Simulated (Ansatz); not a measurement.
System: Sr5Ti4O15 (slab).

```cif
data_structure
_symmetry_space_group_name_H-M 'P 1'
_symmetry_Int_Tables_number 1
_cell_length_a 5.5029
_cell_length_b 5.5029
_cell_length_c 23.9862
_cell_angle_alpha 90.000
_cell_angle_beta 90.000
_cell_angle_gamma 120.000
_cell_volume 629.03
loop_
_atom_site_label
_atom_site_type_symbol
_atom_site_fract_x
_atom_site_fract_y
_atom_site_fract_z
_atom_site_occupancy
Sr1 Sr 0.66667 0.33333 0.31300 1
O1 O 0.16633 0.83367 0.31491 1
O2 O 0.16633 0.33265 0.31491 1
O3 O 0.66735 0.83367 0.31491 1
Ti1 Ti 0.00000 0.00000 0.35315 1
Sr2 Sr 0.33333 0.66667 0.40039 1
O4 O 0.83235 0.16765 0.40753 1
O5 O 0.83235 0.66470 0.40753 1
O6 O 0.33530 0.16765 0.40753 1
Ti2 Ti 0.66667 0.33333 0.45223 1
Sr3 Sr 0.00000 0.00000 0.50000 1
O7 O 0.50000 0.50000 0.50000 1
O8 O 0.50000 0.00000 0.50000 1
O9 O 0.00000 0.50000 0.50000 1
Ti3 Ti 0.33333 0.66667 0.54777 1
Sr4 Sr 0.66667 0.33333 0.59961 1
O10 O 0.16765 0.83235 0.59247 1
O11 O 0.16765 0.33530 0.59247 1
O12 O 0.66470 0.83235 0.59247 1
Ti4 Ti 0.00000 0.00000 0.64685 1
Sr5 Sr 0.33333 0.66667 0.68700 1
O13 O 0.83367 0.16633 0.68509 1
O14 O 0.83367 0.66735 0.68509 1
O15 O 0.33265 0.16633 0.68509 1
```

Computed without spin polarisation.

The calculation used Ansatz 0.2.0, DFT PBEsol, scalar-relativistic, plane waves, PAW.

Q: Predict the valence pseudo-density and electron localisation function between the atoms.

A: Sr–O (2.76 Å): ρ is about 0.15 e/Å³ halfway; the ELF is about 0.05 at the midpoint (no shared electron pair shows on this line).

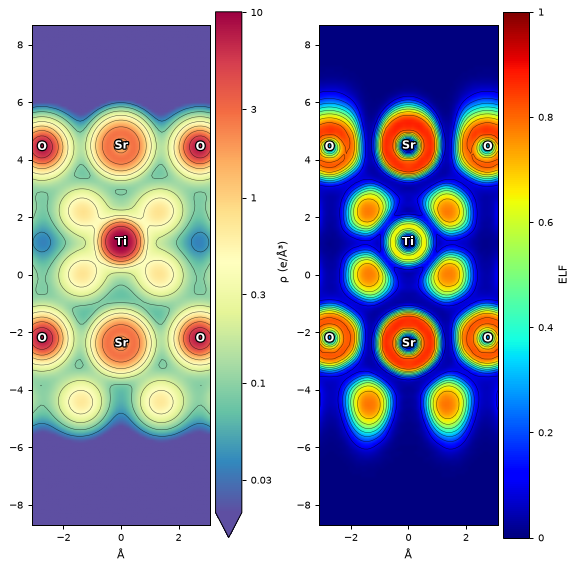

Computed valence pseudo-density and electron localisation function on the (100) plane of the calculation cell, a cut from vacuum to vacuum, in this order. Atoms just off the plane (O, 0.8 Å away) can leave unmarked features too.
